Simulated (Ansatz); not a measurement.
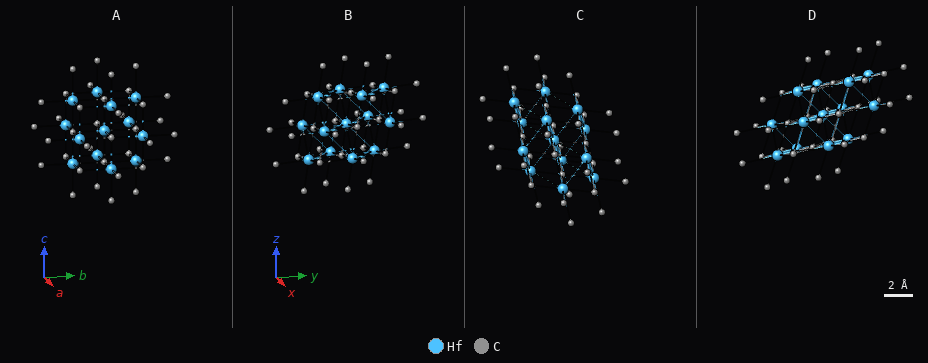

Crystalline HfC (Fm-3m): the ratio of the cell's length along [111] to its lengths across, counted as 1 for the reference, is changed at fixed volume (a trigonal path), with the atoms kept at their fractional coordinates. x, y and z are the Cartesian axes of the input. The picture is a ball-and-stick view of the conventional cell (4 times the calculation's cell), seen slightly off an axis. Lengths and directions refer to the drawn axes.

Theory: Ansatz 0.2.0, DFT PBE, scalar-relativistic, plane waves, PAW. Settings: plane-wave cutoff 420 eV; k-point mesh 20 × 20 × 20; occupations gaussian; smearing width 0.15 eV; no spin polarisation. Energies (free energies at the smearing named) are counted from the cell as listed in its source, which wasn't relaxed.

Q: Order these geometries by energy, lowest first.

A: Lowest first: A (the relative ratio 1.00, 0 meV/atom), B (the relative ratio 1.41, 1103 meV/atom), C (the relative ratio 0.50, 1361 meV/atom), D (the relative ratio 2.00, 2837 meV/atom). Over the whole scan: of the computed points the lowest is at the relative ratio 1.00, 0 meV/atom. The end points stand at 1361 meV/atom (0.50) and 2837 meV/atom (2.00). The distortion takes the space group from Fm-3m to R-3m, except for Pm-3m at 0.50. At the relative ratio 2.00 the cell of the drawing goes a 4.650 → 5.219 Å, b 4.650 → 5.219 Å, c 4.650 → 5.219 Å, α 90.0° → 60.0°, β 90.0° → 60.0°, γ 90.0° → 60.0°.
